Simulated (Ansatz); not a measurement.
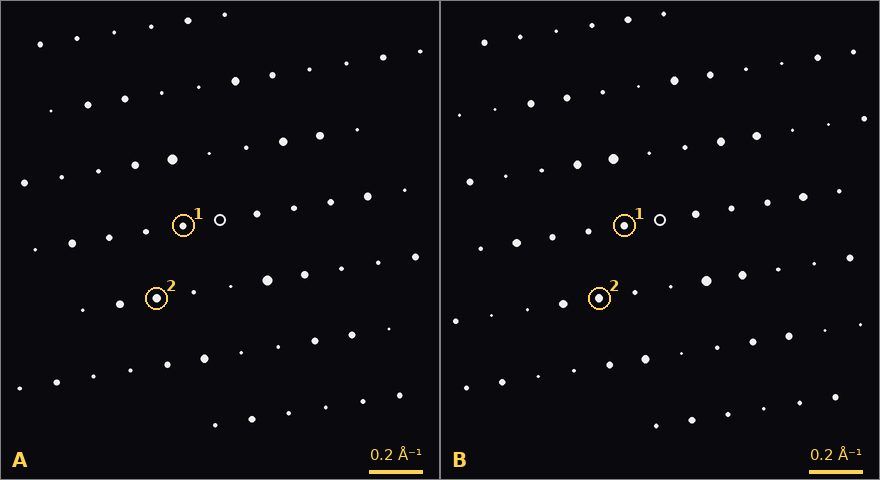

Kinematic electron diffraction patterns (120 kV, B = 0.5 Å², same scale) along [100] of the run's own cell, for the start and the end of one relaxation of PbI2 with Ansatz, DFT PBEsol, scalar-relativistic, plane waves, PAW. k mesh 10×10×6. The start is a known structure type, and the relaxation ends in the nearest stationary point of its symmetry, not necessarily the ground state. Spot 1 is 0 0 -1 and spot 2 is 0 1 -2 in both.

Start structure:

```
Pb I
1.0
     4.52104    0.00000    0.00000
    -2.26052    3.91534    0.00000
     0.00000    0.00000    7.29338
Pb I
1 2
Direct
  0.00000 0.00000 0.00000
  0.33333 0.66667 0.25200
  0.66667 0.33333 0.74800
```

**Which pattern belongs to the start structure, and which to the relaxed one?**

B is the start: its cell gives d(1) = 7.293 Å, d(2) = 2.669 Å and an angle of 43.0°. A is the relaxed structure, with d(1) = 7.074 Å (-3.0 %), d(2) = 2.630 Å (-1.4 %) and 42.0°.

**What did the relaxation do to the structure and the energy?**

The volume changed by -2.1 % to 42.15 Å³ an atom; with the mean shift removed, the atoms moved by up to 0.08 Å relative to the cell (I most); the space group stayed P-3m1 (No. 164); the free energy fell by 2.9 meV an atom. Relaxed cell: a = 4.543 Å, b = 4.543 Å, c = 7.074 Å, α = 90.00°, β = 90.00°, γ = 120.00°.
